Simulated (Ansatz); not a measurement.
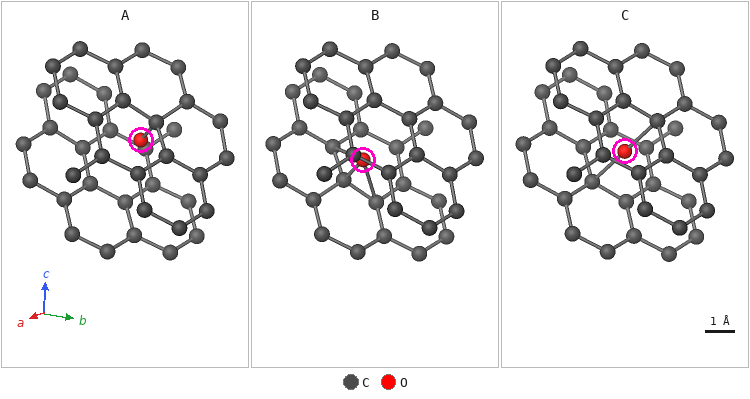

3 geometries from a converged minimum-energy path of a defect cell of composition C$_{32}$O (33 atoms in the cell), shuffled. Style: ball-and-stick. Shown: the atoms within 4.3 Å of the middle of the path, slightly off an axis. The moving atom is ringed, with any periodic copies. Bonds to atoms that aren't drawn are left out.

The calculation used DFT PBE+D3(BJ), scalar-relativistic, plane waves, PAW (Ansatz 0.2.0). Set-up: plane-wave cutoff 420 eV; k-point mesh 2 × 2 × 2; Gaussian smearing 0.02 eV; 5 movable images; climbing image.

Q: Which of them lies highest in energy?

A: C. In order along the path, whose images run from 0 to 6: A (image 0, 0.00 eV), C (image 3, +1.07 eV), B (image 5, +0.05 eV). The O atom travels furthest, 1.48 Å from end to end, along [1 −1 −1], on a path that bends up to 0.11 Å away from the straight line. At the highest image its nearest neighbour (C) is 1.86 Å away, against 1.40 Å at the start, and the surrounding atoms stand up to 0.10 Å off the mean of their end positions. Breaking: C–O (1.40 → 2.52 Å). Forming: C–O (2.52 → 1.40 Å).

Limits of the set-up: the periodic images lie only 6.6 Å apart, so the values are limited by the cell's size.
